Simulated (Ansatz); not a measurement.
**MgO: density, localisation and related maps**

Input file:

```
crystal:
  lattice:
    - [3.2402621826, 0.0, 0.0]
    - [-1.6201310913, 2.806149365, 0.0]
    - [0.0, 0.0, 4.8811616653]
  atoms:
    - { symbol: Mg, position: [0.6666666667, 0.3333333333, 0.50215974] }
    - { symbol: Mg, position: [0.3333333333, 0.6666666667, 0.00215974] }
    - { symbol: O, position: [0.6666666667, 0.3333333333, 0.90244026] }
    - { symbol: O, position: [0.3333333333, 0.6666666667, 0.40244026] }
hamiltonian:
  xc: r2scan
  pseudopotentials: { kind: paw }
kpoints:
  mp_grid: { grid: [9, 9, 6] }
scf:
  occupations: { method: fermi_dirac, width: 0.05 }
output:
  forces: true
  stress: true
  eigenvalues: true
  write_density: true
  write_potential: true
  elf: true
  volumetric_format: npy
```

Run with:

```sh
ansatz run input.yaml --threads 2 --pin off --max-ram 5632MiB --backend cpu --events-out ev --progress --plain --runs-dir out
```

Below, planes, directions and counts refer to the conventional cell (a = 3.24 Å, b = 3.24 Å, c = 4.88 Å, α = 90.00°, β = 90.00°, γ = 120.00°).

Space group P6₃mc; a structure from a database of computed crystals, not necessarily the ambient phase; computed pressure about 8 GPa in this cell.

These are results of Ansatz, Kohn-Sham DFT of a periodic cell, r2SCAN, Ansatz PAW, not measurements.

The density is the valence pseudo-density of a PAW calculation; it isn't the true density close to the nuclei.

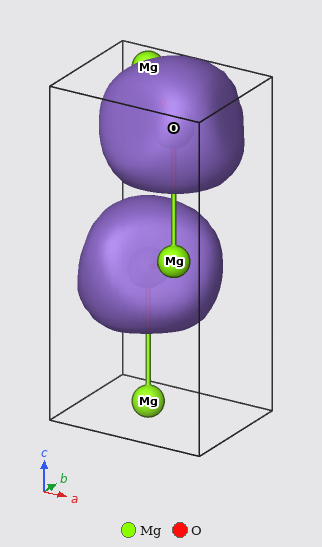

Figure 1. Isosurface of the electron localisation function at 0.6 (purple), seen slightly off an axis. Only the valence region is drawn (cores and ρ < 0.01 e/Å³ removed). Sticks mark near contacts.

### Describe the localisation domains.

At this value the surface marks out two regions wrapped around O (the valence shell of each), counted in one cell of 4 atoms. Regions shared between cells count once. Along the contacts the grid gives the following. Mg–O (1.93 Å): the ELF peaks at about 0.85 in the valence shell of O, 0.7 Å from its nucleus, and is about 0.35 at the midpoint: an ionic contact with no shared pair.

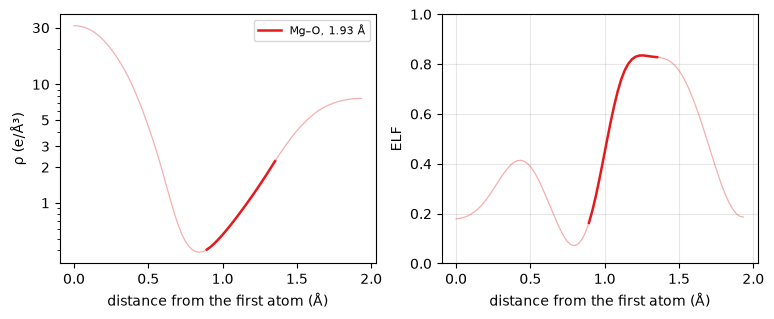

Figure 2. Valence charge density (pseudo) and ELF along straight lines between neighbouring atoms. Thin, pale parts lie inside the atomic spheres.

### What can be read from the curves?

Mg–O (1.93 Å): ρ is about 0.48 e/Å³ halfway; the ELF peaks at about 0.85 in the valence shell of O, 0.7 Å from its nucleus, and is about 0.35 at the midpoint; an ionic contact with no shared pair.

### Does the calculation give a band gap?

It is gapped, with a Kohn–Sham gap of 4.5 eV on the k-point mesh, an upper bound to the gap of this method.
